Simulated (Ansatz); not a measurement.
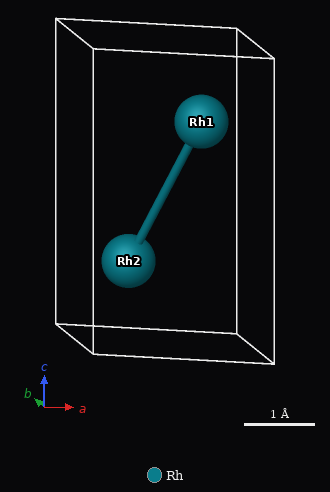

The structure as given in the input (ball-and-stick view of the cell of the calculation, seen slightly off an axis; atoms are numbered from 1 in the order of the input). An atom can appear more than once, as a periodic image. Near neighbours in the periodic cell (some may lie outside the picture): Rh has 12 Rh at 2.72 to 2.73 Å.

# From Rh to Ru

System: Rh (P6₃/mmc, 2 atoms in the cell).
Method of run A: DFT r2SCAN, scalar-relativistic, plane waves, PAW, no spin polarisation (Ansatz 0.2.0).
System of run B: Ru (P6₃/mmc, 2 atoms in the cell).

On run A: The structure derives from a Materials Project entry. On run B: The structure was made by swapping elements on the sites of another compound; it need not be a known phase. It belongs to a series of runs on one base structure; here: Rh -> Ru on all its sites, cell and atoms relaxed. Text and figures count atoms from 1; the logs count them from 0 in places.

## The input, run A
```yaml
crystal:
  lattice:
    - [2.7309790422, 0.0, 0.0]
    - [-1.3654895211, 2.3650972278, 0.0]
    - [0.0, 0.0, 4.428489]
  atoms:
    - { symbol: Rh, position: [0.66666667, 0.33333333, 0.75] }
    - { symbol: Rh, position: [0.33333333, 0.66666667, 0.25] }
basis:
  ecutwfc: 500
kpoints:
  mp_grid: { grid: [12, 12, 4] }
hamiltonian:
  xc: r2scan
scf:
  occupations: { method: gaussian, width: 0.1 }
output:
  forces: true
  stress: true
  eigenvalues: true
relax:
  adjacent_minimum: "off"
  f_tol: 0.05
  max_steps: 80
  cell: { stress_tol: 0.5 }
```

Command:
```bash
ansatz run input.yaml --threads 1 --pin off --max-ram 2560MiB --backend cpu --events-out ev --progress --plain --runs-dir out
```

Hardware: 1 thread of Intel Xeon @ 2.50GHz (Skylake/Cascade Lake), 189 GiB of memory available, shared host.

## Output, shortened to warnings, some set-up lines, iterations and results (run A)
```
Basis set: ecut = 500 eV, 713 PW (Γ), exchange–correlation on 80×80×144 points (64 copies of the dense FFT grid, shifted against one another)
Symmetry: 24 space group operations
k-points: 57 of 576
Initial density: superposition of atomic densities (neutral atoms: chi_scale 0, normalization atom), corrected by the library's trained network
[...]
SCF iter   1: F=—  HF=-12830.439070 eV  |F-HF|=—  |Δ(HF+E_count)|=         —  Δρ=1.17e-2  dr2=8.66e-3  dr2_τ=1.10e-2  ethr=1.77e-3  ⟨swp⟩=4.9  Hψ=4862  notcnv=0
SCF iter   2: F=—  HF=-12830.459205 eV  |F-HF|=—  |Δ(HF+E_count)|=   2.01e-2  Δρ=6.87e-3  dr2=3.83e-3  dr2_τ=4.68e-4  ethr=2.55e-5  ⟨swp⟩=2.0  Hψ=2298  notcnv=0  defer=1
SCF iter   3: F=—  HF=-12830.461492 eV  |F-HF|=—  |Δ(HF+E_count)|=   2.29e-3  Δρ=2.01e-3  dr2=1.03e-3  dr2_τ=1.28e-4  ethr=1.13e-5  ⟨swp⟩=2.0  Hψ=1723  notcnv=0  defer=1
SCF iter   4: F=—  HF=-12830.461274 eV  |F-HF|=—  |Δ(HF+E_count)|=   2.18e-4  Δρ=4.11e-4  dr2=1.31e-5  dr2_τ=1.30e-5  ethr=3.03e-6  ⟨swp⟩=3.0  Hψ=2238  notcnv=0  defer=1
SCF iter   5: F=—  HF=-12830.461304 eV  |F-HF|=—  |Δ(HF+E_count)|=   3.02e-5  Δρ=1.55e-4  dr2=2.10e-6  dr2_τ=4.54e-7  ethr=3.84e-8  ⟨swp⟩=2.5  Hψ=2093  notcnv=0  defer=1
[... 35 lines ...]
SCF iter   2: F=—  HF=-12830.498925 eV  |F-HF|=—  |Δ(HF+E_count)|=   1.64e-6  Δρ=3.92e-5  dr2=5.50e-8  dr2_τ=4.25e-8  ethr=8.92e-10  ⟨swp⟩=2.3  Hψ=1822  notcnv=0
SCF iter   3: F=—  HF=-12830.498925 eV  |F-HF|=—  |Δ(HF+E_count)|=   4.84e-8  Δρ=8.78e-6  dr2=1.03e-8  dr2_τ=2.52e-9  ethr=1.62e-10  ⟨swp⟩=3.0  Hψ=2196  notcnv=0
SCF iter   4: F=-12830.498925 eV  HF=-12830.498925 eV  |F-HF|=3.29e-10  |Δ(HF+E_count)|=  1.27e-11  Δρ=1.39e-6  dr2=8.22e-11  dr2_τ=1.14e-10  ethr=5.88e-12  ⟨swp⟩=4.6  …
SCF 5 converged in 4 iterations: F = -12830.498925 eV  dr2 = 8.22e-11
relax step   5: F+E_penalty+E_count = -12830.49892541 eV  Δ(F+E_penalty+E_count) = +2.368e-4 eV  max|allowed force component| = 4.048e-17 eV/Å  Δτ_max = 0.0000 Å  P = +0.080 …
basis re-selected at this cell: Δ(F+E_penalty+E_count) = +2.368e-4 eV, ΔP = -0.012 GPa vs the last step (what re-selecting the basis moved, of the pressure what is left beyond the Pulay correction that the steps carried, after the strain that the cell walked since its last selection, with what the …
SCF converged after 4 iterations
Free energy (F): -12830.498925 eV
Harris-Foulkes:  -12830.498925 eV  (|F-HF|=3.29e-10)
Internal energy: -12830.489312 eV  (E = F + TS)
E sigma→0 (E₀):  -12830.494119 eV
Entropy (-TS):   -0.009613 eV (-4.807 meV/atom)
Fermi energy:    22.309408 eV
--- Per-component energies (eV) ---
  E_band       = -203.706880
  E_kinetic    = 1146.530530
  E_local      = -3126.881239  (includes V_loc(G=0)·N_el)
  E_nonlocal   = 710.773243
  E_hartree    = 1100.569027
  E_xc         = -433.634943
  E_vxc        = -628.317852  (∫ρ·V_xc dr)
  E_paw        = -7208.437557  (= ΣΔE_a)
  E_vpaw       = -549.472957  (= ΣTr[D̂ρ^β])
  E_aug_tail   = 0.001291  (compensation charges beyond the density's cutoff)
  E_vtau       = 42.522282  (kinetic-family band-sum trace: ∫τ·v_τ [+ j·A + Jᵃ·Aᵃ] dr)
  E_ewald      = -5018.669746
  E_core_change = -0.739919  (= ΣΔE_core)
  E_smearing   = -0.009613  (= −TS)
  E_closure    = -0.000000  (closes the sum)
  Σ components = -12830.498925   (vs F -12830.498925, Δ=0.00e0)
--- Forces (eV/Å), atoms counted from 1 ---
  atom   1  Rh    -0.00000000    -0.00000000     0.00000000
  atom   2  Rh     0.00000000     0.00000000    -0.00000000
  max |Σ_I F_I| component: 2.31e-18 eV/Å
--- Stress (GPa, compression-positive) ---
        0.088743       0.000000      -0.000000
        0.000000       0.088743      -0.000000
       -0.000000      -0.000000       0.063165
  P = ⅓ Tr σ = 0.0802 GPa (0.802 kbar)
--- Relaxed structure (4 steps of the walk, 3 accepted, 1 SCFs on fresh bases) ---
  F+E_penalty+E_count = -12830.49892541 eV   max|allowed force component| = 4.048e-17 eV/Å   (the final SCF, on the basis selected at the relaxed cell)
  cell:  # Å, volume = 27.4697 Å³
    - [2.6975591260211726, -6.42068418450566e-33, -8.025855230632076e-34]
[...]
```

For run B the input was changed thus:
```diff
-    - [2.7309790422, 0.0, 0.0]
-    - [-1.3654895211, 2.3650972278, 0.0]
-    - [0.0, 0.0, 4.428489]
+    - [2.7553266055, 0.0, 0.0]
+    - [-1.3776633027, 2.3861828361, 0.0]
+    - [0.0, 0.0, 4.4317463204]
-    - { symbol: Rh, position: [0.66666667, 0.33333333, 0.75] }
-    - { symbol: Rh, position: [0.33333333, 0.66666667, 0.25] }
+    - { symbol: Ru, position: [0.6666666667, 0.3333333333, 0.75] }
+    - { symbol: Ru, position: [0.3333333333, 0.6666666667, 0.25] }
-  max_steps: 80
+  max_steps: 60
```

Predict how the results change.

The total energies belong to different systems, so their difference says nothing on which is more stable or more accurate. The pressure goes from 0.08 to −0.18 GPa. The volume per atom goes from 13.73 to 13.51 Å³. The SCF takes 31 iterations over all geometry steps against 35.

## Output, shortened to warnings, some set-up lines, iterations and results (run B)
```
Basis set: ecut = 500 eV, 713 PW (Γ), exchange–correlation on 96×96×144 points (64 copies of the dense FFT grid, shifted against one another)
Symmetry: 24 space group operations
k-points: 57 of 576
Initial density: superposition of atomic densities (neutral atoms: chi_scale 0, normalization atom), corrected by the library's trained network
[...]
SCF iter   1: F=—  HF=-11781.210271 eV  |F-HF|=—  |Δ(HF+E_count)|=         —  Δρ=1.08e-2  dr2=1.10e-2  dr2_τ=1.51e-2  ethr=1.77e-3  ⟨swp⟩=4.8  Hψ=4539  notcnv=0
SCF iter   2: F=—  HF=-11781.232796 eV  |F-HF|=—  |Δ(HF+E_count)|=   2.25e-2  Δρ=5.91e-3  dr2=2.80e-3  dr2_τ=2.06e-4  ethr=3.45e-5  ⟨swp⟩=2.0  Hψ=2606  notcnv=0  defer=5
SCF iter   3: F=—  HF=-11781.235738 eV  |F-HF|=—  |Δ(HF+E_count)|=   2.94e-3  Δρ=9.39e-4  dr2=1.35e-4  dr2_τ=2.56e-5  ethr=8.76e-6  ⟨swp⟩=2.0  Hψ=1591  notcnv=0  defer=5
SCF iter   4: F=—  HF=-11781.235885 eV  |F-HF|=—  |Δ(HF+E_count)|=   1.47e-4  Δρ=2.61e-4  dr2=9.96e-6  dr2_τ=1.90e-6  ethr=4.22e-7  ⟨swp⟩=2.0  Hψ=2047  notcnv=0  defer=5
SCF iter   5: F=—  HF=-11781.235921 eV  |F-HF|=—  |Δ(HF+E_count)|=   3.56e-5  Δρ=8.49e-5  dr2=1.20e-6  dr2_τ=2.90e-7  ethr=3.11e-8  ⟨swp⟩=2.0  Hψ=2051  notcnv=0  defer=5
[... 31 lines ...]
SCF iter   2: F=—  HF=-11781.403329 eV  |F-HF|=—  |Δ(HF+E_count)|=   2.37e-6  Δρ=1.16e-4  dr2=4.61e-7  dr2_τ=4.34e-7  ethr=5.99e-9  ⟨swp⟩=2.0  Hψ=2056  notcnv=0
SCF iter   3: F=—  HF=-11781.403330 eV  |F-HF|=—  |Δ(HF+E_count)|=   6.80e-7  Δρ=1.88e-5  dr2=7.31e-8  dr2_τ=1.35e-8  ethr=1.44e-9  ⟨swp⟩=2.0  Hψ=1600  notcnv=0
SCF iter   4: F=-11781.403330 eV  HF=-11781.403330 eV  |F-HF|=1.75e-9  |Δ(HF+E_count)|=   1.78e-8  Δρ=4.00e-6  dr2=1.26e-9  dr2_τ=6.53e-10  ethr=6.25e-12  ⟨swp⟩=3.0  Hψ=4946  …
SCF 5 converged in 4 iterations: F = -11781.403330 eV  dr2 = 1.26e-9
relax step   5: F+E_penalty+E_count = -11781.40332972 eV  Δ(F+E_penalty+E_count) = +1.121e-3 eV  max|allowed force component| = 4.395e-17 eV/Å  Δτ_max = 0.0000 Å  P = -0.177 …
basis re-selected at this cell: Δ(F+E_penalty+E_count) = +1.121e-3 eV, ΔP = -0.050 GPa vs the last step (what re-selecting the basis moved, of the pressure what is left beyond the Pulay correction that the steps carried, after the strain that the cell walked since its last selection, with what the …
SCF converged after 4 iterations
Free energy (F): -11781.403330 eV
Harris-Foulkes:  -11781.403330 eV  (|F-HF|=1.75e-9)
Internal energy: -11781.397441 eV  (E = F + TS)
E sigma→0 (E₀):  -11781.400385 eV
Entropy (-TS):   -0.005889 eV (-2.944 meV/atom)
Fermi energy:    23.610022 eV
--- Per-component energies (eV) ---
  E_band       = -134.266439
  E_kinetic    = 1028.343821
  E_local      = -2502.161695  (includes V_loc(G=0)·N_el)
  E_nonlocal   = 685.451350
  E_hartree    = 803.553298
  E_xc         = -368.618437
  E_vxc        = -534.049661  (∫ρ·V_xc dr)
  E_paw        = -6957.636890  (= ΣΔE_a)
  E_vpaw       = -456.536233  (= ΣTr[D̂ρ^β])
  E_aug_tail   = 0.000199  (compensation charges beyond the density's cutoff)
  E_vtau       = 37.580712  (kinetic-family band-sum trace: ∫τ·v_τ [+ j·A + Jᵃ·Aᵃ] dr)
  E_ewald      = -4469.707175
  E_core_change = -0.621911  (= ΣΔE_core)
  E_smearing   = -0.005889  (= −TS)
  E_closure    = 0.000000  (closes the sum)
  Σ components = -11781.403330   (vs F -11781.403330, Δ=0.00e0)
--- Forces (eV/Å), atoms counted from 1 ---
  atom   1  Ru     0.00000000     0.00000000     0.00000000
  atom   2  Ru     0.00000000    -0.00000000    -0.00000000
  max |Σ_I F_I| component: 6.94e-18 eV/Å
--- Stress (GPa, compression-positive) ---
       -0.138925       0.000000       0.000000
        0.000000      -0.138925      -0.000000
        0.000000      -0.000000      -0.251972
  P = ⅓ Tr σ = -0.1766 GPa (-1.766 kbar)
--- Relaxed structure (4 steps of the walk, 4 accepted, 1 SCFs on fresh bases) ---
  F+E_penalty+E_count = -11781.40332972 eV   max|allowed force component| = 4.395e-17 eV/Å   (the final SCF, on the basis selected at the relaxed cell)
  cell:  # Å, volume = 27.0139 Å³
    - [2.705402857122513, -2.8344446622246522e-11, 2.878891808527044e-18]
[...]
```

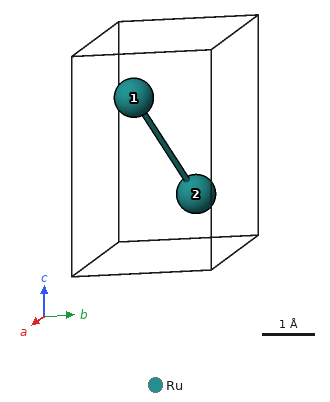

The input structure of run B (ball-and-stick view of the cell of the calculation, seen slightly off an axis; atoms are numbered from 1 in the order of the input). An atom can appear more than once, as a periodic image.

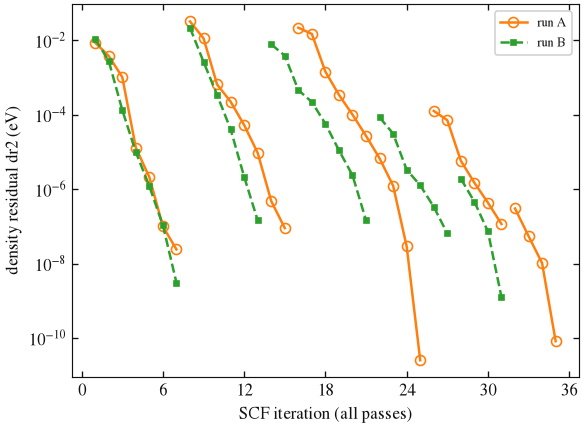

Convergence of the two runs: density residual dr2 against the SCF iteration. A break in a curve parts two SCF passes. Run A takes 35 iterations in all, and run B takes 31.

## The two runs side by side

| quantity | run A | run B |
| --- | --- | --- |
| outcome | converged | converged |
| free energy per atom (eV) | −6415.2495 | −5890.7017 |
| energy per atom, smearing taken to zero (eV) | −6415.2471 | −5890.7002 |
| gap on the mesh (eV) | 0.00 | 0.00 |
| pressure (GPa) | 0.08 | −0.18 |
| volume per atom (Å³) | 13.73 | 13.51 |
| largest force (eV/Å) | 0.000 | 0.000 |
| SCF iterations | 35 | 31 |
| irreducible k-points | 57 | 57 |
| wall time (shared host) | 44 s | 37 s |
